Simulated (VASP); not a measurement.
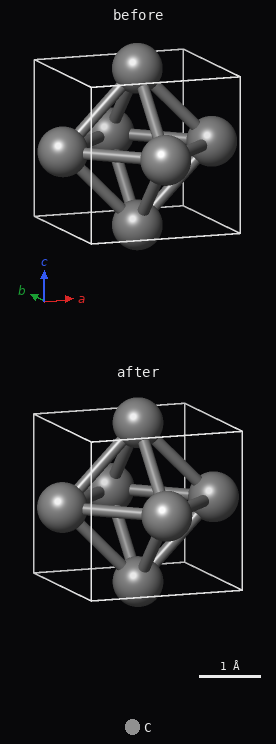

The structure of solid C (a generated structure, set up in Pm-3m) before (top) and after (bottom) a relaxation, at one scale.

A ball-and-stick model of the cell of the calculation, seen slightly off an axis.

The run lets cell and atoms move.

All numbers below come from VASP, Kohn-Sham DFT of a periodic cell, RPBE, VASP PAW PBE potentials, recommended.

Input file:
```
  PREC = Accurate
  ENCUT = 600
  EDIFF = 1E-6
  ISMEAR = -1
  SIGMA = 0.05
  LREAL = False
  LASPH = True
  NELM = 80
  ALGO = Normal
  ISIF = 3
  LWAVE = False
  LCHARG = False
  GGA = RP
  IBRION = 2
  NSW = 60
  EDIFFG = -0.01
```

Command:
```bash
cat potpaw_PBE.64/C/POTCAR > POTCAR
mpirun -np 1 vasp_std > vasp.out
```

> What changed between the two?

The atoms keep their places relative to the cell (all moves are under 0.005 Å). The volume changes by +4.5 %, with a = b = c 2.620 → 2.658 Å (+1.5 %). Near-neighbour distances that change, for instance: C–C 1.852 → 1.880 Å. The space group stays Pm-3m (No. 221). After 2 geometry steps the energy has fallen by 6.2 meV per atom. All forces vanish by symmetry, so only the cell relaxes. The pressure goes from 7.75 to −0.04 GPa.
